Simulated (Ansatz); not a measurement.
**A convergence test on P (puckered monolayer): k mesh of the hybrid**

How far can the k mesh of the hybrid be lowered for the gap of P (puckered monolayer)?

Method: DFT, HSE06, plane waves, PAW, in Ansatz 0.2.0.

### Step 1. Set-up

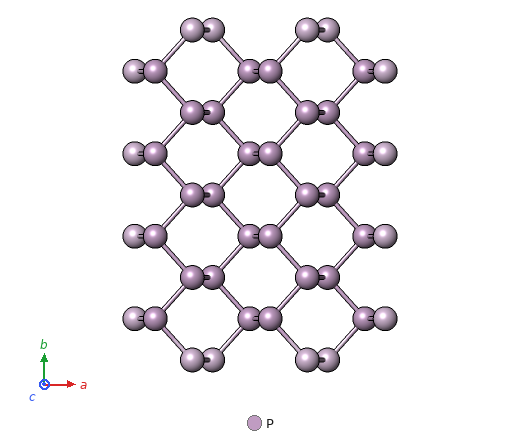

Start, viewed from above; phosphorus pink. 2×3×1 cells are drawn. Some periodic images of atoms are drawn too.

The cell holds 4 atoms: 4 P. Its edges and angles: a = 4.612 Å, b = 3.309 Å, c = 27.820 Å, α = 90.0°, β = 90.0°, γ = 90.0°. Vacuum lies along c.

The structure was relaxed with PBE. The runs that relaxed it are not among those shown. The default PAW set here is soft_2. Its files were made with PBE. The Coulomb interaction is cut off across the vacuum.

### Step 2. k mesh of the hybrid: 2×2×1

input.yaml

```yaml
crystal:
  lattice:
    - [4.6116223839, 0.0, 0.0]
    - [0.0, 3.3094050355, 0.0]
    - [0.0, 0.0, 27.8195791164]
  atoms:
    - { symbol: P, position: [0.0885669143, 0.0, 0.3793638828] }
    - { symbol: P, position: [0.4114330857, 0.5, 0.3793638828] }
    - { symbol: P, position: [0.5885669143, 0.5, 0.3036083477] }
    - { symbol: P, position: [0.9114330857, 0.0, 0.3036083477] }
  periodic: [true, true, false]
kpoints:
  mp_grid: { grid: [2, 2, 1] }
  band_path:
    path: [[0.0, 0.0, 0.0], [0.5, 0.0, 0.0], [0.5, 0.5, 0.0], [0.0, 0.5, 0.0]]
    npoints: 1
hamiltonian:
  xc: hse06
scf:
  occupations: { method: fixed }
  n_extra_bands: 5
output:
  eigenvalues: true
  write_density: true
  write_potential: true
  elf: true
  volumetric_format: npy
```

On the command line:

```
> ansatz run input.yaml --threads 2 --pin off --max-ram 92160MiB --backend cuda --events-out ev --progress --plain --runs-dir out --devices 1 --max-vram 13GiB  # rebuilt from the run's record
```

Numbers of over 12 decimals in the logs are rounded to 6 here.

The log of the run:

```text
scf.n_extra_bands = 5 over 10 filled bands (N_el = 20.0): the run solves 15 bands
exact exchange: scf.exx.singularity resolves to wigner_seitz, which cuts the screened interaction at the faces of the exchange supercell's Wigner-Seitz cell, so that each pair interacts once, at the shortest of its separations (the periodic images that this leaves out come, for a point-like exchange hole, to about 0.063 eV on a filled level). The cut falls within the interaction's reach, and what an exchange supercel [...]
GPUs: using 1 of 1 available (devices: 1).
Engine: ansatz 0.2.0, x86_64-unknown-linux-gnu
Pseudopotentials: kind: paw
Pseudopotential: P, paw, valence charge 5, recommended cutoff 420 eV (normal), P.paw.azcp
Functional definition: HSE06
  parameter a = 0.25
  parameter omega = 0.11/bohr
  exchange = pbe_x - a*pbe_x_sr(omega) + a*exact_x_sr(omega)
  correlation = pbe_c
davidson cushion auto → on  (no smearing: the cushion is to keep the highest requested band from converging to the state above it; pin scf.eigensolver.cushion to override)
device memory: the entry about to start is reckoned to put 1.5 GiB on a device that reports 55.9 GiB free (of which the cap on the GPU budget leaves the run 13.0 GiB)
GPU FFT provider: cuFFT
GPU libraries: cuBLAS 13.8.2, cuFFT 12.4.0, cuSOLVER 12.3.4
Crystal: 4 atoms, lattice volume = 424.575 Å³
Basis set: ecut = 420 eV, 8373 PW (Γ)
Bands: 15, of which v1, the nominal top of the filled ones, is band 10 counted from 1 (9 counted from 0)
Symmetry: 8 space group operations
Space group: Pmna (ITA 53), of the structure as read, at distance tolerance 7.5e-5 Å
k-points: 4
Non-local potential: P, projectors of the file, l = 0: 2, l = 1: 2, l = 2: 2
PAW form: soft (Blöchl's): semilocal exchange-correlation on the pseudo side does not see the compensation charge
PAW frozen core: P, regenerated for the run's functional, and the local potential with it (the file was generated under x = pbe(κ = 0.804, μ = 0.219515), c = pbe(β = 0.066725))
PAW one-centre angular grid: P, 110 points (default); XC on 64 Gauss nodes
Initial density: superposition of atomic densities (neutral atoms: chi_scale 0, normalization atom), corrected by the library's trained network
Initial wavefunctions: pseudopotential atomic-orbital guess
GPU buffer pool allocated for 147456 grid points (all kernels)
GPU transforms: local potential and band sums: pruned to the plane-wave sphere, on 32×24×192
Functional: x = pbe(κ = 0.804, μ = 0.219515), c = pbe(β = 0.066725), warm-up for x = pbe(κ = 0.804, μ = 0.219515) + 0.25 (exact − pbe) at short range (hse, ω = 0.207870 Å⁻¹), c = pbe(β = 0.066725); HSE06 as pw.x's `hse` composes it (authors' and Libxc's form: `xc: wpbeh`)
SCF iter   1: F=—  HF=-3021.514016 eV  |F-HF|=—  |Δ(HF+E_count)|=         —  Δρ=3.17e-3  dr2=4.01e-2  ethr=1.77e-3  ⟨swp⟩=9.8  Hψ=357  notcnv=0
preconditioner: auto → none  [insulator: Δε(μ)=0.894 eV  Ē_g=8.858 eV  n_scr=32 (ndim 8)  ℏωp=8.1 eV  f_vac=0.760]
SCF iter   2: F=—  HF=-3021.509379 eV  |F-HF|=—  |Δ(HF+E_count)|=   4.64e-3  Δρ=1.56e-3  dr2=6.90e-3  ethr=2.00e-4  ⟨swp⟩=3.2  Hψ=171  notcnv=0
SCF iter   3: F=—  HF=-3021.509323 eV  |F-HF|=—  |Δ(HF+E_count)|=   5.56e-5  Δρ=6.32e-4  dr2=1.49e-3  ethr=3.45e-5  ⟨swp⟩=3.5  Hψ=163  notcnv=0  defer=1
iter 4 solved again at ethr=3.16e-7 eV; its pass at ethr=7.43e-6 eV (dr2=6.31e-5 eV) is discarded
SCF iter   4: F=—  HF=-3021.509267 eV  |F-HF|=—  |Δ(HF+E_count)|=   5.65e-5  Δρ=9.87e-5  dr2=8.49e-5  ethr=3.16e-7  ⟨swp⟩=4.5  Hψ=368  notcnv=0  defer=1
eigensolver tolerance schedule calibrated: the retry pair's looser diagonalisation under-reported the residual by θ = 0.26 (0.19/decade); ethr = c·dr2/N_el runs at the constant in force after the calibration composes with the one it found (an armed cap, an earlier calibration), c = 2.9e-2
[...]
SCF iter   3: F=—  HF=-3023.321699 eV  |F-HF|=—  |Δ(HF+E_count)|=   7.62e-3  Δρ=4.81e-4  dr2=8.71e-4  ethr=1.01e-7  ⟨swp⟩=6.8  Hψ=292  notcnv=0  defer=1
SCF iter   4: F=—  HF=-3023.321417 eV  |F-HF|=—  |Δ(HF+E_count)|=   2.82e-4  Δρ=9.85e-5  dr2=6.03e-5  ethr=1.01e-7  ⟨swp⟩=4.5  Hψ=239  notcnv=0
SCF iter   5: F=—  HF=-3023.321650 eV  |F-HF|=—  |Δ(HF+E_count)|=   2.33e-4  Δρ=6.54e-5  dr2=3.18e-5  ethr=3.63e-8  ⟨swp⟩=4.8  Hψ=231  notcnv=0
SCF iter   6: F=-3023.321639 eV  HF=-3023.321642 eV  |F-HF|=2.78e-6  |Δ(HF+E_count)|=   8.79e-6  Δρ=1.55e-5  dr2=5.00e-6  ethr=3.63e-8  ⟨swp⟩=4.2  Hψ=208  notcnv=0
SCF 2 stopped early in 6 iterations: F = -3023.321639 eV  dr2 = 5.00e-6
  greatest PAW one-centre occupation: 0.798 electrons in one spin orbital (limit 2), on the P atom at site 3 (counted from 0), in its partial waves of l = 0
hybrid outer 1: dexx = +9.529e-3 eV, tail = 8.30e-6 eV
GPU FFT provider: cuFFT
GPU libraries: cuBLAS 13.8.2, cuFFT 12.4.0, cuSOLVER 12.3.4
GPU buffer pool allocated for 147456 grid points (all kernels)
GPU transforms: local potential and band sums: pruned to the plane-wave sphere, on 32×24×192
Exchange kernel: α = 0.2500, screened, ω = 0.2079 Å⁻¹, Wigner–Seitz truncation, v(0) = 828.2466 eV·Å³, q-mesh 2×2×1, nearest image of the exchange supercell L = 6.62 Å, pair-density grid 32×24×192, without the augmentation charges, whose exchange is taken in its separable form (the finest that the files' search goes to)
Frozen-core exchange: fock
SCF iter   1: F=—  HF=-3023.321616 eV  |F-HF|=—  |Δ(HF+E_count)|=         —  Δρ=5.55e-6  dr2=2.15e-7  ethr=2.07e-7  ⟨swp⟩=3.0  Hψ=141  notcnv=0
preconditioner: auto → none  [insulator: Δε(μ)=1.644 eV  Ē_g=10.073 eV  n_scr=32 (ndim 8)  ℏωp=8.0 eV  f_vac=0.757]
SCF iter   2: F=—  HF=-3023.321616 eV  |F-HF|=—  |Δ(HF+E_count)|=   4.19e-7  Δρ=3.95e-6  dr2=1.56e-7  ethr=7.69e-10  ⟨swp⟩=5.8  Hψ=245  notcnv=0  defer=1
iter 3 solved again at ethr=7.53e-12 eV; its pass at ethr=7.34e-10 eV (dr2=1.51e-9 eV) is discarded
SCF iter   3: F=-3023.321616 eV  HF=-3023.321616 eV  |F-HF|=4.32e-10  |Δ(HF+E_count)|=   4.68e-8  Δρ=6.84e-7  dr2=4.20e-9  ethr=7.53e-12  ⟨swp⟩=4.2  Hψ=356  notcnv=0
SCF 3 converged in 3 iterations: F = -3023.321616 eV  dr2 = 4.20e-9
hybrid outer 2: dexx = +4.363e-7 eV, tail = 8.60e-9 eV, Δε = 1.86e-3 eV (about 7.38e-5 eV left of the loop's levels)
device memory: the entry about to start is reckoned to put 0.8 GiB on a device that reports 50.7 GiB free (of which the cap on the GPU budget leaves the run 13.0 GiB)
NSCF: frozen V_eff on 4 k-points
WARN: The output density's exchange-correlation potential varies sharply where the density is thin. Do not read a vacuum level from v_tot or v_xc, or from such a field of the output density. On a cell that repeats whose density bears no net charge and no dipole along the vacuum's axis use v_es (v_loc + v_h of the components); under efield.dipole_correction with no amplitude use v_es + v_field, which holds any externa [...]
hybrid SCF converged: 2 outer / 9 inner (+5 warm-up), last move |dexx| = 4.36e-7 eV, tail = 8.60e-9 eV
Stability not checked: this state was not tested for a lower state beside it, because the functional holds exact exchange (a hybrid, or Hartree-Fock), whose exchange loop this test does not read (fock_operator; see scf.lower_state_search)
Free energy (F): -3023.321616 eV
Frozen-core exchange: fock
Harris-Foulkes:  -3023.321616 eV  (|F-HF|=4.32e-10)
Internal energy: -3023.321616 eV  (E = F + TS)
E sigma→0 (E₀):  -3023.321616 eV
Fermi energy:    -5.419569 eV
--- Per-component energies (eV) ---
  E_band       = -241.222377
  E_kinetic    = 279.660897
  E_local      = -13493.129036  (includes V_loc(G=0)·N_el)
  E_nonlocal   = 133.662198
  E_hartree    = 6564.550777
  E_xc         = -199.269224
  E_vxc        = -195.681761  (∫ρ·V_xc dr)
  E_exx        = -32.040695  (= α·E_x^exact, valence–valence)
  E_paw        = -2291.820940  (= ΣΔE_a)
  E_vpaw       = -30.756063  (= ΣTr[D̂ρ^β])
  E_aug_tail   = 0.000013  (compensation charges beyond the density's cutoff)
  E_ewald      = 6015.367001
  E_core_change = -0.302608  (= ΣΔE_core)
  E_smearing   = -0.000000  (= −TS)
  E_closure    = -0.000000  (closes the sum)
  Σ components = -3023.321616   (vs F -3023.321616, Δ=0.00e0)
--- Band table (eV) ---
  k-point 0: bands = [... 6 lower, -9.1752, -7.4422, -7.1575, -5.4196, -3.7759, -2.9164, -1.7657, -1.1193, ... 1 higher]
  k-point 1: bands = [... 6 lower, -8.3664, -8.3664, -7.5114, -7.5114, -3.3811, -3.3811, -2.5142, -2.5142, ... 1 higher]
  k-point 2: bands = [... 6 lower, -8.2946, -8.2946, -6.7079, -6.7079, -2.4357, -2.4357, -0.9177, -0.9177, ... 1 higher]
  k-point 3: bands = [... 6 lower, -10.4008, -10.4008, -6.6503, -6.6503, -2.1771, -2.1771, -0.5925, -0.5925, ... 1 higher]
  the weakly bound empty levels are not read free of the cell's end (exact_exchange)
```

Run time: 7.7 s. Hardware: 1 × NVIDIA H100 80GB HBM3 (shared by 6 runs) with 2 threads of AMD EPYC 7R13 (Zen 3), shared host; peak memory 1.1 GiB; 7.8 s of CPU time.

Numbers from this step:

```yaml
gap: 1.644 eV
valence_top_at: Γ
conduction_bottom_at: Γ
least_direct_gap: 1.644 eV
exact_exchange_fraction: 0.25
```

The gap is direct, at Γ.

### Step 3. k mesh of the hybrid: 2×4×1

input.yaml, as its differences from that of step 2:

```diff
@@ -12,3 +12,3 @@
 kpoints:
-  mp_grid: { grid: [2, 2, 1] }
+  mp_grid: { grid: [2, 4, 1] }
   band_path:
```

The log of the run:

```text
[...]
GPUs: using 1 of 1 available (devices: 1).
[...]
GPU FFT provider: cuFFT
GPU libraries: cuBLAS 13.8.2, cuFFT 12.4.0, cuSOLVER 12.3.4
Crystal: 4 atoms, lattice volume = 424.575 Å³
Basis set: ecut = 420 eV, 8373 PW (Γ)
Bands: 15, of which v1, the nominal top of the filled ones, is band 10 counted from 1 (9 counted from 0)
[... 1 set-up line as in the run before ...]
[...]
k-points: 6 of 8
[...]
k-point 0: bands = [... 6 lower, -9.1243, -7.3926, -7.2454, -5.4930, -3.8380, -3.0942, -1.9261, -1.2026, ... 1 higher]
  k-point 1: bands = [... 6 lower, -9.7057, -8.8307, -7.2163, -5.9449, -3.4575, -3.1185, -1.2398, -1.0541, ... 1 higher]
  k-point 2: bands = [... 6 lower, -8.4496, -8.4496, -7.5648, -7.5648, -3.4820, -3.4820, -2.5812, -2.5812, ... 1 higher]
  k-point 5: bands = [... 6 lower, -10.4849, -10.4849, -6.7047, -6.7047, -2.2658, -2.2658, -0.6637, -0.6637, ... 1 higher]
  the weakly bound empty levels are not read free of the cell's end (exact_exchange)
[key lines of the parts left out:]
Free energy (F): -3024.260666 eV
Fermi energy:    -5.493027 eV
```

Run time: 11 s. Hardware: 1 × NVIDIA H100 80GB HBM3 (shared by 6 runs) with 2 threads; peak memory 1.5 GiB; 10 s of CPU time.

Numbers from this step:

```
gap                  : 1.655 eV
valence top at       : Γ
conduction bottom at : Γ
least direct gap     : 1.655 eV
```

The gap is 1.655 eV, +0.011 eV from the run before at this level.

### Step 4. k mesh of the hybrid: 4×6×1

input.yaml, as its differences from that of step 3:

```diff
@@ -12,3 +12,3 @@
 kpoints:
-  mp_grid: { grid: [2, 4, 1] }
+  mp_grid: { grid: [4, 6, 1] }
   band_path:
@@ -23,5 +23 @@
   eigenvalues: true
-  write_density: true
-  write_potential: true
-  elf: true
-  volumetric_format: npy
```

The log of the run:

```text
[...]
GPUs: using 1 of 1 available (devices: 1).
[...]
GPU FFT provider: cuFFT
GPU libraries: cuBLAS 13.8.2, cuFFT 12.4.0, cuSOLVER 12.3.4
Crystal: 4 atoms, lattice volume = 424.575 Å³
Basis set: ecut = 420 eV, 8373 PW (Γ)
Bands: 15, of which v1, the nominal top of the filled ones, is band 10 counted from 1 (9 counted from 0)
[... 1 set-up line as in the run before ...]
[...]
k-points: 12 of 24
[...]
k-point 0: bands = [... 6 lower, -9.1255, -7.3852, -7.2812, -5.4834, -3.8988, -3.1279, -1.9563, -1.2405, ... 1 higher]
  k-point 1: bands = [... 6 lower, -10.1210, -8.6476, -7.1940, -5.6308, -3.5650, -2.7427, -0.6665, -0.2935, ... 1 higher]
  k-point 2: bands = [... 6 lower, -9.2590, -8.6755, -7.5111, -6.4550, -3.6892, -2.8018, -2.4189, -1.9510, ... 1 higher]
  k-point 11: bands = [... 6 lower, -10.5124, -10.5124, -6.7270, -6.7270, -2.3011, -2.3011, -0.6983, -0.6983, ... 1 higher]
  the weakly bound empty levels are not read free of the cell's end (exact_exchange)
[key lines of the parts left out:]
Free energy (F): -3024.406277 eV
Fermi energy:    -5.483405 eV
```

The job ended after 24 s (1 × NVIDIA H100 80GB HBM3 (shared by 6 runs) with 2 threads; peak memory 1.9 GiB).

Numbers from this step:

```yaml
gap: 1.585 eV
valence_top_at: Γ
conduction_bottom_at: Γ
least_direct_gap: 1.585 eV
```

The gap is 1.585 eV, −0.070 eV from the run before at this level.

### Step 5. The series

Differences are against the last row; a negative gap means that bands overlap, and a run with a band path holds that path's time. Times are wall times on 1 × NVIDIA H100 80GB HBM3 (shared by 6 runs) with 2 threads of AMD EPYC 7R13 (Zen 3), shared host, good to a factor of about two.

| k mesh of the hybrid | gap (eV) | direct gap (eV) | gap error (eV) | energy error (meV/atom) | irreducible k | time |
| --- | --- | --- | --- | --- | --- | --- |
| 2×2×1 | 1.644 | 1.644 | +0.059 | +271.2 | 4 | 7.7 s |
| 2×4×1 | 1.655 | 1.655 | +0.070 | +36.4 | 6 | 11 s |
| 4×6×1 | 1.585 | 1.585 | +0.000 | +0.0 | 12 | 24 s |

### Step 6. Results

```
2×2×1 : 1.644 eV
2×4×1 : 1.655 eV
4×6×1 : 1.585 eV
```

The gap holds to 0.02 eV from 4×6×1 on, the last run itself, so the series does not show convergence. At 2×2×1 the gap is off by +0.059 eV and the energy by +271 meV/atom. The gap is read over the mesh and added points near the edges, so meshes differ mainly through the density and, for a hybrid, the exchange operator.

[Paths, hosts, dates, memory and timing lines, banners, echoed tables and standing remarks are left out of the program output.]

[Logs are printed without paths, hosts, clocks, repeated set-up lines and the standing remarks that a program may print on its own settings, such as how far it seeks lower states.]

[Runs of the session that timed out or met a known fault of the program may be left out.]

[Cells called generated may have been cut or substituted from an entry of the Crystallography Open Database or the Materials Project.]

[Hosts, paths, dates, database ids (printed as entryN), source tags and the programs' standing remarks are cut or masked in the printed files.]
